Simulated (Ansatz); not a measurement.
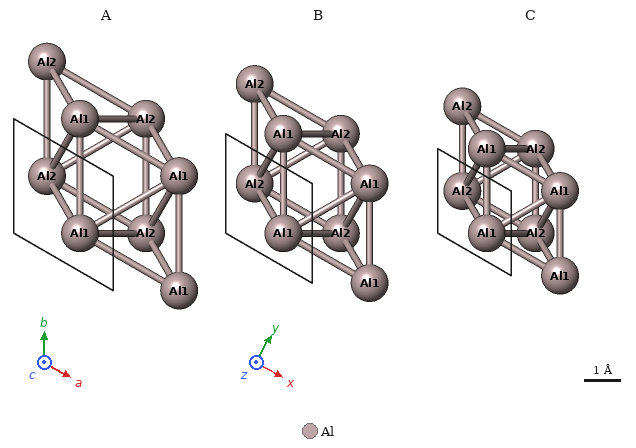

Energy scan for solid Al (P6_3/mmc), in which the cell is strained equally along x and y, with the atoms kept at their fractional coordinates. x, y and z are the Cartesian axes of the input. A ball-and-stick model of the cell of the calculation, repeated 2 × 2 × 1 with one cell outlined, seen along the c axis.

These are results of Ansatz 0.2.0, DFT PBEsol, scalar-relativistic, plane waves, PAW, not measurements. Settings: plane-wave cutoff 420 eV; k-point mesh 21 × 21 × 10; occupations gaussian; smearing width 0.15 eV; no spin polarisation. Energies (free energies at the smearing named) are counted from the cell as listed in its source, which wasn't relaxed.

Question: Rank the frames from lowest to highest energy.

Answer: Lowest first: B (the strain 0.00, 0 meV/atom), A (the strain 0.15, 280 meV/atom), C (the strain −0.15, 803 meV/atom). Over the whole scan: of the computed points the lowest is at the strain 0.00, 0 meV/atom. The end points stand at 803 meV/atom (−0.15) and 280 meV/atom (0.15). The unrelaxed reference is under a pressure of −1.3 GPa, which tilts the curve. The distortion keeps the space group P6_3/mmc. At the strain −0.15 the cell of the drawing goes a 2.812 → 2.391 Å, b 2.812 → 2.391 Å.
